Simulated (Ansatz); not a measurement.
Single-point calculation of TaN (part 1 of 2)

System: TaN (P6₃mc, 4 atoms in the cell).
Method: DFT PBEsol+U, scalar-relativistic, plane waves, PAW, Ueff = 6 eV on Ta atom 1 d; Ueff = 6 eV on Ta atom 2 d, spin-polarised (Ansatz 0.2.0).

The structure derives from an entry of the Crystallography Open Database. It belongs to a series of runs on one base structure; here: ferromagnetic start, free, natural orbitals of the symmetric run filled by rank. Figures and captions count atoms from 1; the log counts them from 0 in places.

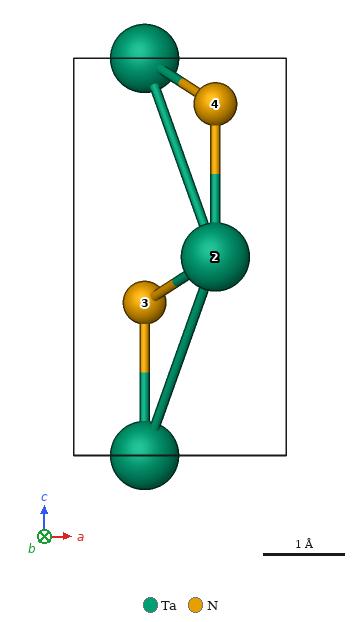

Figure 1. The input geometry (ball-and-stick view of the cell of the calculation, along the b axis; atoms are numbered from 1 in the order of the input).

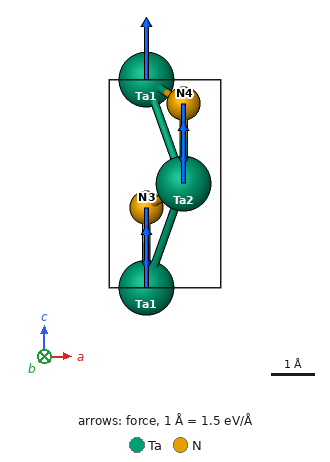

Figure 2. Forces on the atoms as blue arrows (ball-and-stick view of the cell of the calculation, along the b axis; atoms are numbered from 1 in the order of the input). The largest act on N3, N4 (2.25 eV/Å); Ta1, Ta2 (2.25 eV/Å). The geometry is not a stationary point of this energy.

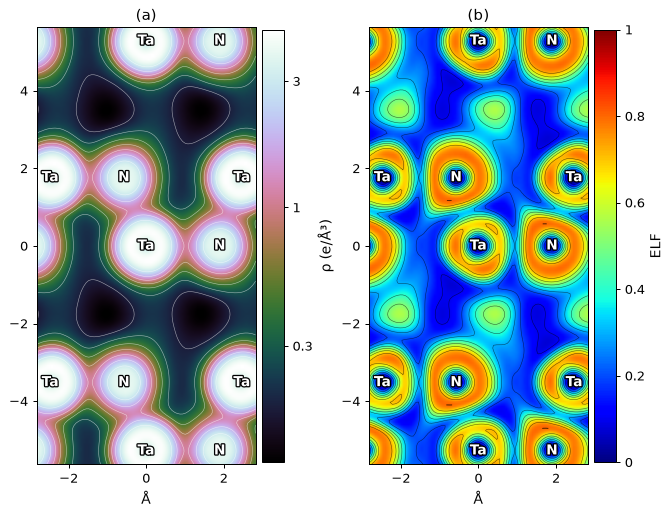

Figure 3. (a) valence pseudo-density; (b) ELF on the (110) plane of the conventional cell. The plane passes through Ta and N nuclei. Ta–N (1.85 Å): ρ is about 1.3 e/Å³ halfway; the ELF peaks at about 0.80 in the valence shell of N, 0.6 Å from its nucleus, and drops to about 0.30 between the two atoms. Ta–Ta (3.03 Å): the density is about 0.4 e/Å³ at the midpoint; the ELF is about 0.45 at the midpoint; no shared electron pair. Ta–N (1.90 Å): ρ at the midpoint is about 1.2 e/Å³; the ELF peaks at about 0.80 in the valence shell of N, 0.6 Å from its nucleus, and drops to about 0.30 between the two atoms; a polar contact without a shared pair, in a metal. Away from the nuclei the density in this plane falls to 0.11 e/Å³ at its lowest.5. The strong features right at Ta lie inside the PAW spheres (semicore, d or f shells) and say nothing about bonding. The fields are those of the smooth PAW valence density.

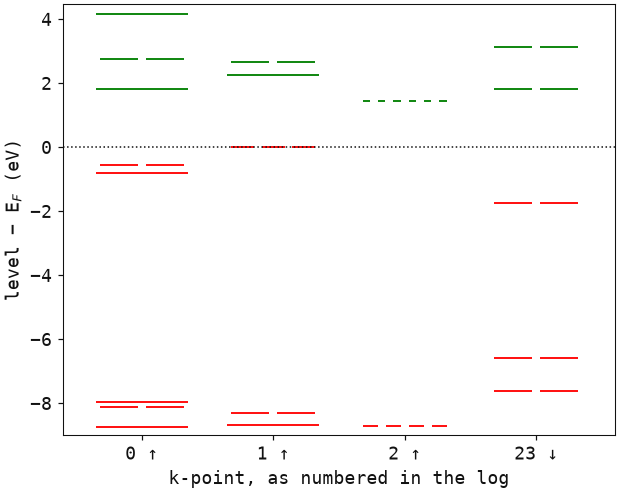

Figure 4. Kohn–Sham levels near the Fermi level (dotted) at the few k-points that the log prints; levels within 0.02 eV of each other stand side by side. The system is metallic on the full mesh.

The input that produced these results follows, with the program's output.

## The input
```yaml
crystal:
  lattice:
    - [3.05000204, 0.0, 0.0]
    - [-1.52500102, 2.64137925, 0.0]
    - [0.0, 0.0, 4.94000153]
  atoms:
    - { symbol: Ta, position: [0.3333333333, 0.6666666667, 0.0], spin: 2.0 }
    - { symbol: Ta, position: [0.6666666667, 0.3333333333, 0.5], spin: 2.0 }
    - { symbol: "N", position: [0.3333333333, 0.6666666667, 0.385] }
    - { symbol: "N", position: [0.6666666667, 0.3333333333, 0.885] }
basis:
  ecutwfc: 420
  ecutrho_ratio: 4
kpoints:
  mp_grid: { grid: [7, 7, 4] }
hamiltonian:
  xc: pbesol
  hubbard:
    sites:
      - { site: 0, l: d, u_eff: 6.0, starting_ns: [{ spin: up, occupation_matrix: s0up }, { spin: down, occupation_matrix: s0down }] }
      - { site: 1, l: d, u_eff: 6.0, starting_ns: [{ spin: up, occupation_matrix: s1up }, { spin: down, occupation_matrix: s1down }] }
    occupation_matrices:
      s0up:
        matrix:
          - [0.02, 0.0, 0.0, 0.0, 0.0]
          - [0.0, 0.28994, 0.0, 0.0, -0.42846]
          - [0.0, 0.0, 0.28994, -0.42846, 0.0]
          - [0.0, 0.0, -0.42846, 0.70006, 0.0]
          - [0.0, -0.42846, 0.0, 0.0, 0.70006]
      s0down:
        matrix:
          - [0.02, 0.0, 0.0, 0.0, 0.0]
          - [0.0, 0.02, 0.0, 0.0, 0.0]
          - [0.0, 0.0, 0.02, 0.0, 0.0]
          - [0.0, 0.0, 0.0, 0.02, 0.0]
          - [0.0, 0.0, 0.0, 0.0, 0.02]
      s1up:
        matrix:
          - [0.02, 0.0, 0.0, 0.0, 0.0]
          - [0.0, 0.28994, 0.0, 0.0, 0.42846]
          - [0.0, 0.0, 0.28994, 0.42846, 0.0]
          - [0.0, 0.0, 0.42846, 0.70006, 0.0]
          - [0.0, 0.42846, 0.0, 0.0, 0.70006]
      s1down:
        matrix:
          - [0.02, 0.0, 0.0, 0.0, 0.0]
          - [0.0, 0.02, 0.0, 0.0, 0.0]
          - [0.0, 0.0, 0.02, 0.0, 0.0]
          - [0.0, 0.0, 0.0, 0.02, 0.0]
          - [0.0, 0.0, 0.0, 0.0, 0.02]
    ns_hold: { iters: 10 }
scf:
  occupations: { method: gaussian, width: 0.05 }
  lower_state_search: "off"
  max_iter: 150
output:
  forces: true
  stress: true
  eigenvalues: true
  populations: true
  hubbard: { sites: [{ site: 0, l: d }, { site: 1, l: d }] }
  write_density: true
  write_potential: true
  elf: true
  volumetric_format: npy
magnetization:
  spin_polarized: true
```

Run as:
```bash
ansatz run input.yaml --threads 2 --pin off --max-ram 3072MiB --backend cpu --events-out ev --progress --plain --runs-dir out
```

## Output
```
Ta: projections on atomic orbitals take those of the free atom [Kr 4d10 4f14] 5s2 5p6 5d3 6s2, of charge +0.00 (hamiltonian.pseudopotentials.projection_atoms); the dataset's partial waves leave at most 6.0e-5 of an orbital's norm unspanned inside its sphere
N: projections on atomic orbitals take those of the free atom [He] 2s2 2p3, of charge +0.00 (hamiltonian.pseudopotentials.projection_atoms); the dataset's partial waves leave at most 9.3e-9 of an orbital's norm unspanned inside its sphere
Engine: ansatz 0.2.0, aarch64-unknown-linux-gnu
Pseudopotentials: kind: paw
Pseudopotential: Ta, paw, valence charge 13, recommended cutoff 420 eV (normal), Ta.paw.azcp
Pseudopotential: N, paw, valence charge 5, recommended cutoff 420 eV (normal), N.paw.azcp
Functional definition: PBEsol
  exchange = pbesol_x
  correlation = pbesol_c
Crystal: 4 atoms, lattice volume = 39.798 Å³
Basis set: ecut = 420 eV, 785 PW (Γ), exchange–correlation on 48×48×72 points (8 copies of the dense FFT grid, shifted against one another)
Bands: 24, of which v1, the nominal top of the filled ones, is band 18 counted from 1 (17 counted from 0)
Symmetry: 12 space group operations
Space group: P63mc (ITA 186), of the structure as read, at distance tolerance 3.4e-5 Å
Magnetic group: BNS 186.203 (UNI 1433), of the structure as read, at distance tolerance 3.4e-5 Å
k-points: 24 of 196 (time reversal used)
Non-local potential: Ta, projectors of the file, l = 0: 3, l = 1: 2, l = 2: 2, l = 3: 1
Non-local potential: N, projectors of the file, l = 0: 2, l = 1: 2, l = 2: 1
PAW form: soft (Blöchl's): semilocal exchange-correlation on the pseudo side does not see the compensation charge
PAW frozen core: Ta, regenerated for the run's functional, and the local potential with it (the file was generated under x = pbe(κ = 0.804, μ = 0.2195149727645171), c = pbe(β = 0.06672455060314922))
PAW frozen core: N, regenerated for the run's functional, and the local potential with it (the file was generated under x = pbe(κ = 0.804, μ = 0.2195149727645171), c = pbe(β = 0.06672455060314922))
PAW one-centre angular grid: Ta, 590 points (default); XC on 64 Gauss nodes
PAW one-centre angular grid: N, 110 points (default); XC on 64 Gauss nodes
Initial density: superposition of atomic densities (chi_scale 0.1, normalization cell, long waves kept (reshape's long-wave potential 0.00 eV rms))
Starting moments: Σ|m| = 4 μB on 2 of 4 sites
Initial wavefunctions: pseudopotential atomic-orbital guess
Functional: x = pbesol(κ = 0.804, μ = 0.12345679012345678), c = pbesol(β = 0.046)
```
